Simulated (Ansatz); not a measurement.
Geometry relaxation of TiSi₂ (part 1 of 2)

- system: TiSi₂ (Fddd, 6 atoms in the cell)
- method: DFT r2SCAN, scalar-relativistic, plane waves, PAW, no spin polarisation (Ansatz 0.2.0)

The structure derives from an entry of the Crystallography Open Database. It belongs to a series of runs on one base structure; here: volume × 0.97, shape and atoms relaxed. Figures and captions count atoms from 1; the log counts them from 0 in places.

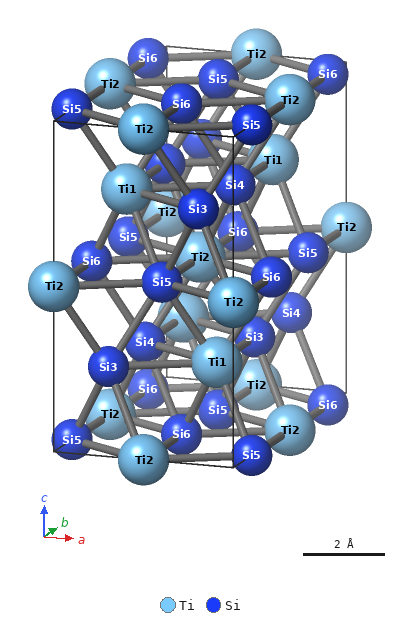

*The starting structure (ball-and-stick view of the cell 4 times as large as that of the calculation, set on its symmetry axes, seen slightly off an axis; atoms are numbered from 1 in the order of the input).*

## Key numbers

- outcome: converged
- space group (tolerance 0.01 Å): Fddd (70)
- electrons treated: 40
- free energy: −7568.1496 eV
- Fermi energy: 13.140 eV
- gap on the k-point mesh: none (metallic)
- pressure: 4.78 GPa
- final volume: 81.27 Å³
- largest force (length of the vector) at the end: 0.003 eV/Å
- final cell: a = 5.864 Å, b = 4.843 Å, c = 4.704 Å, α = 75.78°, β = 53.18°, γ = 51.04°
- hardware: 2 threads of Arm Neoverse V1, 24 GiB of memory available, shared host
- wall time: 1.9 min (CPU time 3.9 min)
- peak memory: 0.91 GiB

## The input
```yaml
crystal:
  lattice:
    - [0.0, 4.0744086919, 4.2150967336]
    - [2.366196328, 0.0, 4.2150967336]
    - [2.366196328, 4.0744086919, 0.0]
  atoms:
    - { symbol: Ti, position: [0.75, 0.75, 0.75] }
    - { symbol: Ti, position: [0.5, 0.5, 0.5] }
    - { symbol: Si, position: [0.0873300282, 0.4126699718, 0.0873300282] }
    - { symbol: Si, position: [0.4126699718, 0.0873300282, 0.4126699718] }
    - { symbol: Si, position: [0.1626699718, 0.8373300282, 0.1626699718] }
    - { symbol: Si, position: [0.8373300282, 0.1626699718, 0.8373300282] }
basis:
  ecutwfc: 500
kpoints:
  mp_grid: { grid: [10, 10, 10] }
hamiltonian:
  xc: r2scan
scf:
  occupations: { method: gaussian, width: 0.1 }
output:
  forces: true
  stress: true
  eigenvalues: true
  write_density: true
  write_potential: true
  elf: true
  volumetric_format: npy
relax:
  adjacent_minimum: "off"
  f_tol: 0.01
  max_steps: 30
  cell: { stress_tol: 0.1, fix: [volume] }
```

Command:
```bash
ansatz run input.yaml --threads 2 --pin off --max-ram 5120MiB --backend cpu --events-out ev --progress --plain --runs-dir out
```

## The program's output
```
Engine: ansatz 0.2.0, aarch64-unknown-linux-gnu
Pseudopotentials: kind: paw
Pseudopotential: Ti, paw, valence charge 12, recommended cutoff 500 eV (meta_gga), Ti.paw.azcp
Pseudopotential: Si, paw, valence charge 4, recommended cutoff 500 eV (meta_gga), Si.paw.azcp
Functional definition: r2SCAN
  parameter k0 = 0.174
  parameter k1 = 0.065
  parameter a1 = 4.9479
  exchange = r2scan_x(k0 = k0, k1 = k1, a1 = a1)
  correlation = r2scan_c
Crystal: 6 atoms, lattice volume = 81.274 Å³
Basis set: ecut = 500 eV, 2069 PW (Γ), exchange–correlation on 180×144×144 points (64 copies of the dense FFT grid, shifted against one another)
Bands: 26, of which v1, the nominal top of the filled ones, is band 20 counted from 1 (19 counted from 0)
Symmetry: 8 space group operations
Space group: Fddd (ITA 70), of the structure as read, at distance tolerance 4.3e-5 Å
k-points: 171 of 1000
Non-local potential: Ti, projectors of the file, l = 0: 3, l = 1: 2, l = 2: 3, l = 3: 1
Non-local potential: Si, projectors of the file, l = 0: 2, l = 1: 2, l = 2: 2
PAW form: soft (Blöchl's): semilocal exchange-correlation on the pseudo side does not see the compensation charge
PAW frozen core: Ti, regenerated for the run's functional (the file was generated under x = pbe(κ = 0.804, μ = 0.2195149727645171), c = pbe(β = 0.06672455060314922))
PAW frozen core: Si, regenerated for the run's functional (the file was generated under x = pbe(κ = 0.804, μ = 0.2195149727645171), c = pbe(β = 0.06672455060314922))
PAW one-centre angular grid: Ti, 590 points (default); XC on 160 Gauss nodes
PAW one-centre angular grid: Si, 302 points (default); XC on 160 Gauss nodes
Initial density: superposition of atomic densities (neutral atoms: chi_scale 0, normalization atom), corrected by the library's trained network
Initial wavefunctions: pseudopotential atomic-orbital guess
Functional: x = r2scan, c = r2scan; τ floored in thin density (d = 2e-4 eV/Å³)
SCF iter   1: F=—  HF=-7568.025288 eV  |F-HF|=—  |Δ(HF+E_count)|=         —  Δρ=9.17e-3  dr2=5.55e-2  dr2_τ=5.84e-2  ethr=1.77e-3  ⟨swp⟩=6.1  Hψ=22443  notcnv=0  defer=2
preconditioner: auto → Kerker (q_TF=auto, 2.424 Å⁻¹)  [metal: Δε(μ)=0.004 eV  Ē_g=7.057 eV  σ=0.100 eV  W_gap=0.02  n_scr=16 (ndim 8)  ℏωp=20.2 eV  f_vac=0.000  D(μ)=1.98/eV (n_scr^D=12)]
SCF iter   2: F=—  HF=-7568.148497 eV  |F-HF|=—  |Δ(HF+E_count)|=   1.23e-1  Δρ=4.07e-3  dr2=1.30e-2  dr2_τ=7.81e-4  ethr=1.39e-4  ⟨swp⟩=2.0  Hψ=9958  notcnv=0  defer=239
SCF iter   3: F=—  HF=-7568.148704 eV  |F-HF|=—  |Δ(HF+E_count)|=   2.07e-4  Δρ=2.33e-3  dr2=4.24e-3  dr2_τ=6.13e-5  ethr=3.25e-5  ⟨swp⟩=1.0  Hψ=4207  notcnv=0  defer=239
SCF iter   4: F=—  HF=-7568.148417 eV  |F-HF|=—  |Δ(HF+E_count)|=   2.87e-4  Δρ=2.03e-4  dr2=2.87e-5  dr2_τ=7.71e-7  ethr=1.06e-5  ⟨swp⟩=2.0  Hψ=6255  notcnv=0  defer=239
SCF iter   5: F=—  HF=-7568.148430 eV  |F-HF|=—  |Δ(HF+E_count)|=   1.28e-5  Δρ=3.38e-5  dr2=6.16e-7  dr2_τ=5.07e-8  ethr=7.18e-8  ⟨swp⟩=2.2  Hψ=6738  notcnv=0  defer=239
SCF iter   6: F=-7568.148430 eV  HF=-7568.148430 eV  |F-HF|=5.56e-9  |Δ(HF+E_count)|=   3.45e-7  Δρ=8.39e-6  dr2=5.04e-8  dr2_τ=8.93e-10  ethr=2.50e-10  ⟨swp⟩=13.1  Hψ=30740  notcnv=0
SCF 1 converged in 6 iterations: F = -7568.148430 eV  dr2 = 5.04e-8
  greatest PAW one-centre occupation: 1.002 electrons in one spin orbital (limit 2), on the Ti atom at site 1 (counted from 0), in its partial waves of l = 1
relax step   1: F+E_penalty+E_count = -7568.14843024 eV  Δ(F+E_penalty+E_count) = +0.000e0 eV  max|allowed force component| = 2.030e-2 eV/Å  Δτ_max = 0.0000 Å  P = +4.931 GPa  Ω = 81.274 Å³  fix = [volume]  reactions: volume +4.931 GPa  (6 SCF iters, dr2 threshold 1.00e-7 eV, accepted)
Basis set: ecut = 500 eV, 2077 PW (Γ), exchange–correlation on 180×144×144 points (64 copies of the dense FFT grid, shifted against one another)
Initial density: handed on by an earlier stage of this run
Initial wavefunctions: those handed on with the density
iter 1 solved again at ethr=1.00e-6 eV; its pass at ethr=3.10e-3 eV (dr2=4.01e-4 eV) is discarded
SCF iter   1: F=—  HF=-7568.149351 eV  |F-HF|=—  |Δ(HF+E_count)|=         —  Δρ=7.41e-4  dr2=4.20e-4  dr2_τ=3.69e-4  ethr=1.00e-6  ⟨swp⟩=2.0  Hψ=22665  notcnv=0
preconditioner: auto → Kerker (q_TF=auto, 2.424 Å⁻¹)  [metal: Δε(μ)=0.002 eV  Ē_g=6.987 eV  σ=0.100 eV  W_gap=0.01  n_scr=16 (ndim 8)  ℏωp=20.2 eV  f_vac=0.000  D(μ)=2.02/eV (n_scr^D=12)]
SCF iter   2: F=—  HF=-7568.149505 eV  |F-HF|=—  |Δ(HF+E_count)|=   1.54e-4  Δρ=3.58e-4  dr2=1.06e-4  dr2_τ=1.90e-6  ethr=1.00e-6  ⟨swp⟩=2.9  Hψ=7832  notcnv=0
SCF iter   3: F=—  HF=-7568.149487 eV  |F-HF|=—  |Δ(HF+E_count)|=   1.78e-5  Δρ=1.12e-4  dr2=1.13e-5  dr2_τ=4.85e-7  ethr=2.65e-7  ⟨swp⟩=1.5  Hψ=5520  notcnv=0
SCF iter   4: F=—  HF=-7568.149487 eV  |F-HF|=—  |Δ(HF+E_count)|=   5.98e-7  Δρ=3.67e-5  dr2=1.21e-6  dr2_τ=7.86e-8  ethr=2.82e-8  ⟨swp⟩=2.6  Hψ=6909  notcnv=0
SCF iter   5: F=-7568.149487 eV  HF=-7568.149487 eV  |F-HF|=2.72e-8  |Δ(HF+E_count)|=   2.21e-8  Δρ=1.16e-5  dr2=6.25e-8  dr2_τ=5.45e-9  ethr=1.50e-9  ⟨swp⟩=9.5  Hψ=29854  notcnv=0
SCF 2 converged in 5 iterations: F = -7568.149487 eV  dr2 = 6.25e-8
relax step   2: F+E_penalty+E_count = -7568.14948682 eV  Δ(F+E_penalty+E_count) = -1.057e-3 eV  max|allowed force component| = 2.814e-3 eV/Å  Δτ_max = 0.0018 Å  P = +4.748 GPa  Ω = 81.274 Å³  energy of the carried Pulay correction = +6.008e-18 eV  fix = [volume]  reactions: volume +4.748 GPa  (5 SCF iters, dr2 threshold 6.00e-7 eV, accepted)
iter 1 solved again at ethr=4.73e-8 eV; its pass at ethr=3.10e-3 eV (dr2=1.89e-5 eV) is discarded
SCF iter   1: F=—  HF=-7568.149572 eV  |F-HF|=—  |Δ(HF+E_count)|=         —  Δρ=1.62e-4  dr2=1.96e-5  dr2_τ=2.36e-5  ethr=4.73e-8  ⟨swp⟩=2.0  Hψ=21989  notcnv=0
preconditioner: auto → Kerker (q_TF=auto, 2.424 Å⁻¹)  [metal: Δε(μ)=0.007 eV  Ē_g=6.990 eV  σ=0.100 eV  W_gap=0.04  n_scr=16 (ndim 8)  ℏωp=20.2 eV  f_vac=0.000  D(μ)=2.01/eV (n_scr^D=12)]
SCF iter   2: F=—  HF=-7568.149586 eV  |F-HF|=—  |Δ(HF+E_count)|=   1.44e-5  Δρ=7.60e-5  dr2=4.76e-6  dr2_τ=8.81e-8  ethr=4.73e-8  ⟨swp⟩=2.6  Hψ=7707  notcnv=0
SCF iter   3: F=—  HF=-7568.149585 eV  |F-HF|=—  |Δ(HF+E_count)|=   9.44e-7  Δρ=2.36e-5  dr2=5.03e-7  dr2_τ=1.69e-8  ethr=1.19e-8  ⟨swp⟩=1.1  Hψ=4757  notcnv=0
SCF iter   4: F=-7568.149585 eV  HF=-7568.149585 eV  |F-HF|=2.58e-8  |Δ(HF+E_count)|=   5.80e-8  Δρ=7.89e-6  dr2=5.42e-8  dr2_τ=4.44e-9  ethr=6.21e-10  ⟨swp⟩=9.1  Hψ=29335  notcnv=0
SCF 3 converged in 4 iterations: F = -7568.149585 eV  dr2 = 5.42e-8
relax step   3: F+E_penalty+E_count = -7568.14958514 eV  Δ(F+E_penalty+E_count) = -9.833e-5 eV  max|allowed force component| = 2.509e-3 eV/Å  Δτ_max = 0.0001 Å  P = +4.782 GPa  Ω = 81.274 Å³  energy of the carried Pulay correction = +1.802e-17 eV  fix = [volume]  reactions: volume +4.782 GPa  (4 SCF iters, dr2 threshold 2.48e-7 eV, accepted)
Initial wavefunctions: pseudopotential atomic-orbital guess (no wavefunctions were taken with the density)
iter 1 solved again at ethr=5.32e-8 eV; its pass at ethr=3.10e-3 eV (dr2=2.13e-5 eV) is discarded
SCF iter   1: F=—  HF=-7568.149583 eV  |F-HF|=—  |Δ(HF+E_count)|=         —  Δρ=2.27e-5  dr2=6.09e-8  dr2_τ=2.73e-8  ethr=5.32e-8  ⟨swp⟩=3.0  Hψ=32894  notcnv=0
preconditioner: auto → Kerker (q_TF=auto, 2.424 Å⁻¹)  [metal: Δε(μ)=0.006 eV  Ē_g=6.990 eV  σ=0.100 eV  W_gap=0.04  n_scr=16 (ndim 8)  ℏωp=20.2 eV  f_vac=0.000  D(μ)=2.01/eV (n_scr^D=12)]
SCF iter   2: F=—  HF=-7568.149583 eV  |F-HF|=—  |Δ(HF+E_count)|=   1.32e-7  Δρ=1.13e-5  dr2=1.14e-8  dr2_τ=1.40e-8  ethr=1.52e-10  ⟨swp⟩=2.2  Hψ=6741  notcnv=0
SCF iter   3: F=—  HF=-7568.149583 eV  |F-HF|=—  |Δ(HF+E_count)|=   4.19e-7  Δρ=4.71e-6  dr2=3.56e-9  dr2_τ=2.18e-9  ethr=2.86e-11  ⟨swp⟩=2.0  Hψ=6085  notcnv=0
SCF iter   4: F=-7568.149584 eV  HF=-7568.149584 eV  |F-HF|=2.50e-9  |Δ(HF+E_count)|=   7.53e-8  Δρ=8.23e-7  dr2=7.87e-11  dr2_τ=6.50e-11  ethr=1.00e-12  ⟨swp⟩=5.5  Hψ=24594  notcnv=0
SCF 4 converged in 4 iterations: F = -7568.149584 eV  dr2 = 7.87e-11
relax step   4: F+E_penalty+E_count = -7568.14958353 eV  Δ(F+E_penalty+E_count) = +1.617e-6 eV  max|allowed force component| = 2.544e-3 eV/Å  Δτ_max = 0.0000 Å  P = +4.782 GPa  Ω = 81.274 Å³  fix = [volume]  reactions: volume +4.782 GPa  stress off target by 4.03e-2 GPa on what of the cell is left free  SCF on the basis re-selected at this cell (its energy is not comparable with the rows above)  (4 SCF iters)
```

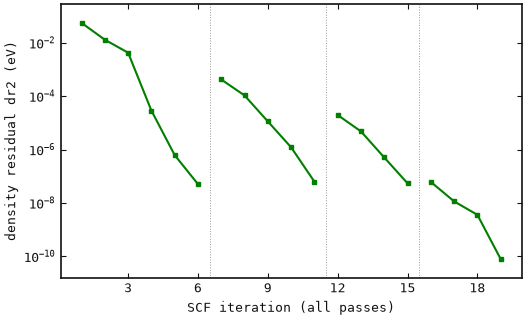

*Convergence of the self-consistent field: density residual dr2 against the SCF iteration. The dotted lines part the SCF passes of the relaxation: geometry steps, rejected trials and re-solves on a re-selected basis.*

The passes take 6, 5, 4 and 4 iterations.

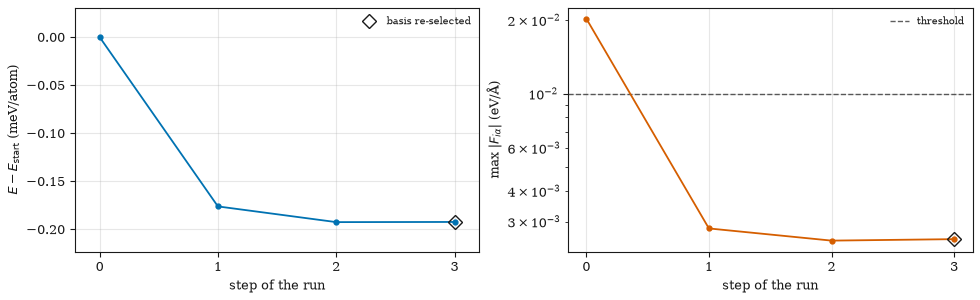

*Progress of the relaxation, step by step (the first geometry is step 0 here and step 1 in the log).*

No atom moves by more than 0.005 Å relative to the cell. Among the contacts that change: Ti1–Si3 2.749 → 2.741 Å, Si3–Si5 2.494 → 2.498 Å. The space group stays Fddd (No. 70). Over 2 geometry steps the energy falls by 0.2 meV per atom. Largest force component: 0.02 eV/Å at the start, 0.0025 eV/Å at the end. Pressure: 4.93 GPa at the start and 4.78 GPa at the end. A last SCF at the same geometry on a re-selected plane-wave basis shifts the energy by +0.0 meV per atom. (Atoms are counted from 1 in the order of the input.)
